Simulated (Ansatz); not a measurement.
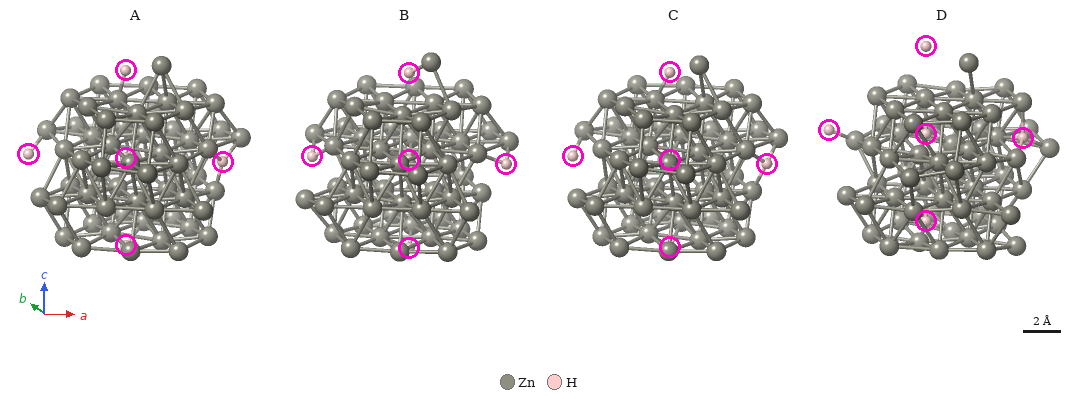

4 geometries from a converged minimum-energy path of Zn with an interstitial H (13 atoms in the cell), shuffled. Style: ball-and-stick. Shown: the atoms within 6.0 Å of the middle of the path, slightly off an axis. The moving atom is ringed, with any periodic copies. Bonds to atoms that aren't drawn are left out.

Theory: DFT LDA, scalar-relativistic, plane waves, PAW in Ansatz. Run with plane-wave cutoff 420 eV; k-point mesh 4 × 3 × 3; Gaussian smearing 0.05 eV; 7 movable images; climbing image; force threshold 0.05 eV/Å; iteration limit 80; starting path by image-dependent pair potential.

**Which of them lies highest in energy?**

B. In order along the path, whose images run from 0 to 8: B (image 3, +0.175 eV), C (image 5, +0.131 eV), A (image 6, +0.064 eV), D (image 8, 0.000 eV). The H atom travels furthest, 3.63 Å from end to end, along [−2 1 3], on a path that bends up to 0.85 Å away from the straight line. At the highest image its nearest neighbour (Zn) is 1.79 Å away, against 1.81 Å at the start, and the surrounding atoms stand up to 0.26 Å off the mean of their end positions.

Limits of the set-up: the k-point mesh is coarse for a cell with partly filled bands; the periodic images lie only 4.9 Å apart, so the values are limited by the cell's size.

The run took 10 min on 4 threads of INTEL(R) XEON(R) PLATINUM 8581C CPU @ 2.30GHz (Emerald Rapids), with other jobs on the host, peak memory 2.4 GiB.
